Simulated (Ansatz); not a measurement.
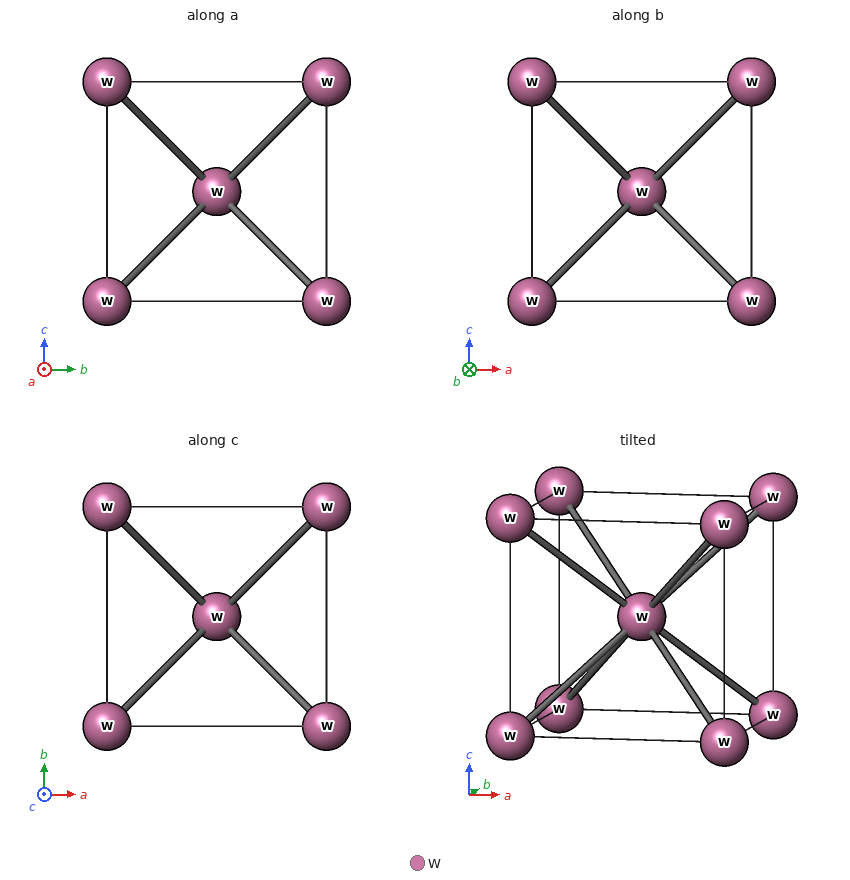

Ball-and-stick drawing of the structure, looking along the a axis, along the b axis, along the c axis and slightly off an axis. The edges of the conventional unit cell are marked.

Lattice parameters: a = 3.1838 Å, b = 3.1838 Å, c = 3.1838 Å, α = 90.000°, β = 90.000°, γ = 90.000°.

> Write down what is shown as a CIF in P1 with every atom of the cell.

```cif
data_structure
_symmetry_space_group_name_H-M 'P 1'
_symmetry_Int_Tables_number 1
_cell_length_a 3.1838
_cell_length_b 3.1838
_cell_length_c 3.1838
_cell_angle_alpha 90.000
_cell_angle_beta 90.000
_cell_angle_gamma 90.000
_cell_volume 32.27
loop_
_atom_site_label
_atom_site_type_symbol
_atom_site_fract_x
_atom_site_fract_y
_atom_site_fract_z
_atom_site_occupancy
W1 W 0.0000 0.0000 0.0000 1
W2 W 0.5000 0.5000 0.5000 1
```

It goes back to a structure type filled with this element by a generator (whether the element takes this form wasn't checked). What is shown is the relaxed result from DFT PBE, scalar-relativistic, plane waves, PAW in Ansatz 0.2.0.
